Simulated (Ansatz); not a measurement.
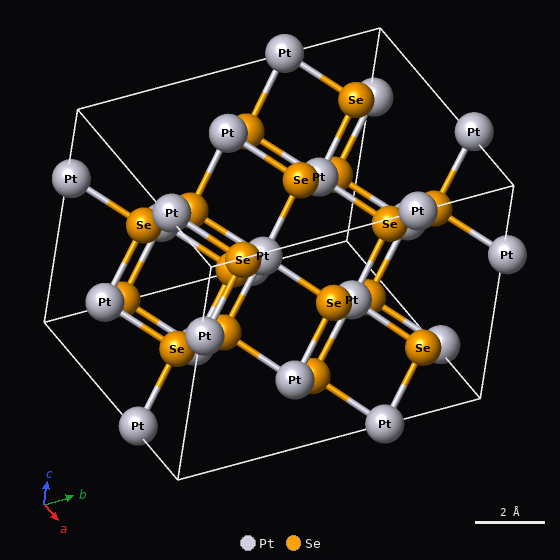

A ball-and-stick rendering, viewed from a general direction. The lines enclose the supercell; boundary atoms appear with their images. The host is PtSe2, in a cell of 27 sites, and the cell carries a charge of +1.

Question: Which defect is modelled here, and what are its neighbours?

Answer: A selenium vacancy. Around the empty site lie three Pt at about 2.5 Å.

Method: DFT PBE, scalar-relativistic, plane waves, PAW (Ansatz 0.2.0); cutoff 420 eV, a 2×2×2 k-point grid, Gaussian smearing of 0.01 eV, collinear spins.

Question: Does the calculation give a net moment?

Answer: Yes, 0.5 μB in the cell.

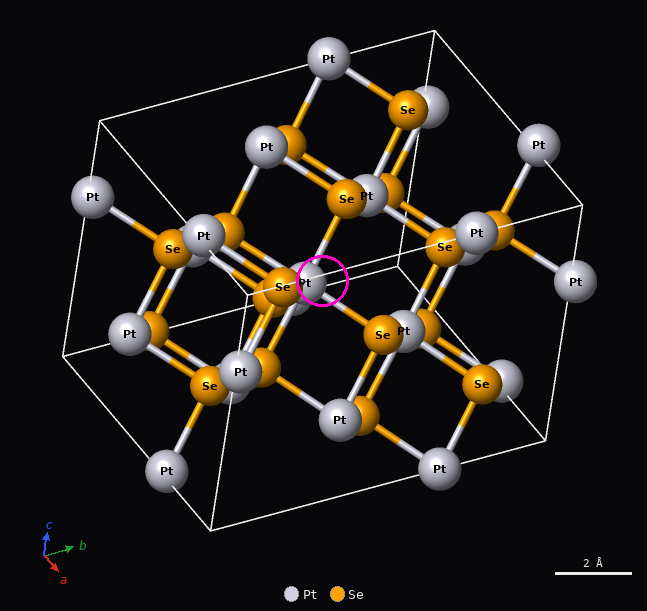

The same cell with a ring at the defect's site.

The atoms were relaxed in the host's cell with DFT PBE, scalar-relativistic, plane waves, PAW in Ansatz 0.2.0.
